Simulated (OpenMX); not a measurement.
## CsSnBr3: 7 runs along one coordinate

System: CsSnBr3 (Pm-3m, 5 atoms in the cell).
Method: Kohn-Sham DFT of a periodic cell, PBE, OpenMX 2013 PBE set, no spin polarisation (OpenMX 3.8.5).

The 7 runs differ only in the geometry, by an even scaling of the cell at fixed fractional positions. The structure derives from a Materials Project entry.

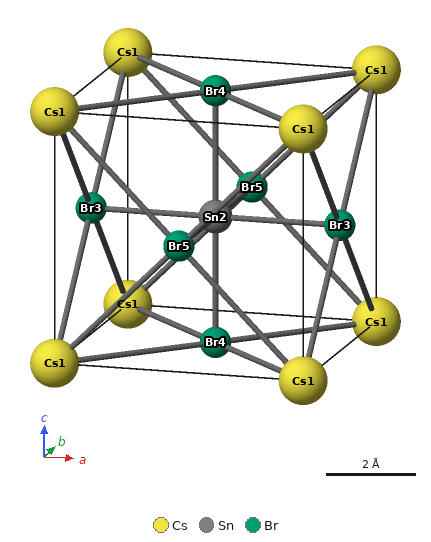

Figure 1. The structure of run 4 (ball-and-stick view of the cell of the calculation, seen slightly off an axis; atoms are numbered from 1 in the order of the input).

**Input of run 4**
```
System.CurrrentDirectory             ./
System.Name                          CsSnBr3
DATA.PATH                            ./DFT_DATA13
level.of.stdout                      1
level.of.fileout                     0
Species.Number                       3
<Definition.of.Atomic.Species
  Cs  Cs12.0-s3p2d2          Cs_PBE13
  Sn  Sn7.0-s3p2d2           Sn_PBE13
  Br  Br7.0-s3p2d2           Br_PBE13
Definition.of.Atomic.Species>

Atoms.Number                         5
Atoms.SpeciesAndCoordinates.Unit     FRAC
<Atoms.SpeciesAndCoordinates
    1  Cs    0.0000000000    0.0000000000    0.0000000000   4.500  4.500
    2  Sn    0.5000000000    0.5000000000    0.5000000000   7.000  7.000
    3  Br    0.0000000000    0.5000000000    0.5000000000   3.500  3.500
    4  Br    0.5000000000    0.5000000000    0.0000000000   3.500  3.500
    5  Br    0.5000000000    0.0000000000    0.5000000000   3.500  3.500
Atoms.SpeciesAndCoordinates>

Atoms.UnitVectors.Unit               Ang
<Atoms.UnitVectors
     5.8390056100    0.0000000000    0.0000000000
     0.0000000000    5.8390056100    0.0000000000
     0.0000000000    0.0000000000    5.8390056100
Atoms.UnitVectors>

scf.XcType                           GGA-PBE
scf.SpinPolarization                 off
scf.ElectronicTemperature            580.226
scf.energycutoff                     500.0
scf.maxIter                          100
scf.EigenvalueSolver                 band
scf.Kgrid                            5 5 5
scf.Mixing.Type                      rmm-diisk
scf.Init.Mixing.Weight               0.05
scf.Min.Mixing.Weight                0.001
scf.Max.Mixing.Weight                0.3
scf.Mixing.History                   25
scf.Mixing.StartPulay                8
scf.criterion                        1.0e-8
scf.stress.tensor                    on
MD.Type                              nomd
```

Command:
```bash
openmx CsSnBr3.dat -nt 1 > CsSnBr3.std
```

Run 6 has the same physical settings and fractional positions; its lattice vectors (Å) are:
```
   5.915843    0.000000    0.000000
   0.000000    5.915843    0.000000
   0.000000    0.000000    5.915843
```

**Results, with one run withheld**

```tsv
run	volume per atom (Å³)	free energy per atom, from the lowest run given (meV)	gap on the mesh (eV)
1	37.426	26.30	1.73
2	38.222	15.77	1.76
3	39.019	8.03	1.80
4	39.815	2.85	1.83
5	40.611	0.00	1.86
6	41.408	?	?
7	42.204	0.11	1.92
```

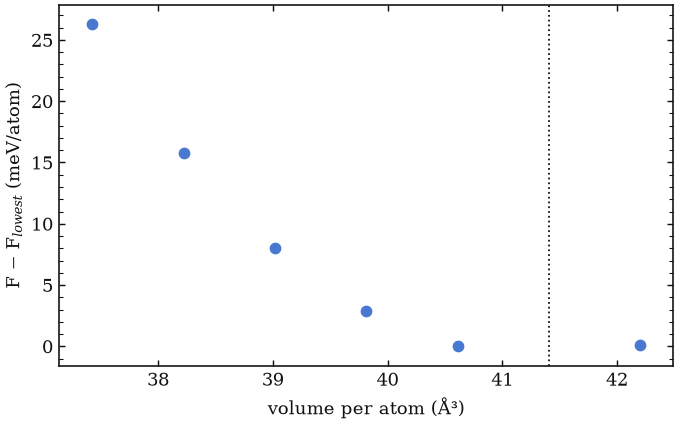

Figure 2. Free energy per atom of the runs given; the dotted line marks run 6.

Estimate the energy of run 6 from the others.

A cubic polynomial in V^(−2/3) (the Birch–Murnaghan form), fitted to the 6 runs given, misses them by at most 0.02 meV per atom. With x = V^(−2/3) − 0.08622 Å⁻², it reads F = 4.6331 + 4236.2 x + 8.2385e+05 x² + 3.3035e+06 x³ (meV per atom). At run 6 it gives −0.87 meV per atom, and the run itself gives −0.86. The fit has its minimum at 41.365 Å³ per atom, where V d²F/dV² gives 19.2 GPa: the bulk modulus at this level, since symmetry fixes the shape and the positions. The gap on the mesh goes, without turning, from 1.73 eV in run 1 to 1.92 eV in run 7; run 6 has 1.89 eV. These are gaps of this functional on this mesh, which can miss the band edges; they aren't the measured gap.

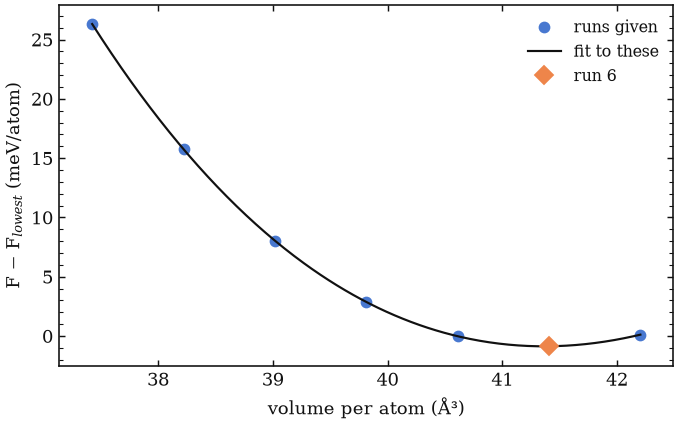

Figure 3. The fit and the withheld run.

**Some lines of the output (run 6)**
```
[...]
  Cell_Volume =   1397.161224563857 (Bohr^3)
        Total energy (Hartree) at MD = 1
   kloop=0
   kloop=1
   kloop=62
```

Notes: Points of doubt noted for this run: few d functions beyond semicore. With a small basis of atomic orbitals these values can differ much from converged plane-wave results.
